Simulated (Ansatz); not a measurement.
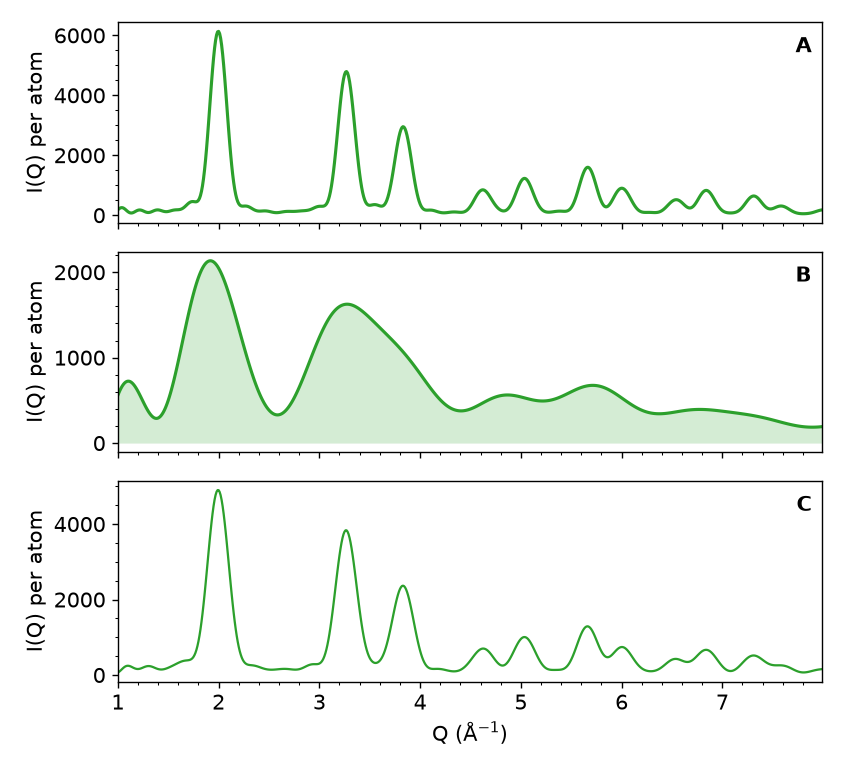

X-ray scattering of spheres cut from the crystal structure of Rh (Fd-3m, a = 5.433 Å, b = 5.433 Å, c = 5.433 Å, α = 90.00°, β = 90.00°, γ = 90.00°), calculated atom by atom with the Debye equation (B = 0.5 Å², no relaxation of the surface). It is based on the end point of a relaxation with Ansatz, DFT PBEsol, scalar-relativistic, plane waves, PAW; the starting structure was generated, so it need not be a known form of this composition.

### The spheres are 10, 28 and 36 Å across. Which curve is which?

curve A: 36 Å (1207 atoms); curve B: 10 Å (29 atoms); curve C: 28 Å (597 atoms). Peak widths go roughly as 2π/D, so the largest sphere has the sharpest peaks.

### Index the main peaks of the largest sphere.

Q ≈ 2.00 Å⁻¹: 111; Q ≈ 3.27 Å⁻¹: 220; Q ≈ 3.83 Å⁻¹: 311; Q ≈ 4.62 Å⁻¹: 400; Q ≈ 5.04 Å⁻¹: 331; Q ≈ 5.66 Å⁻¹: 422.
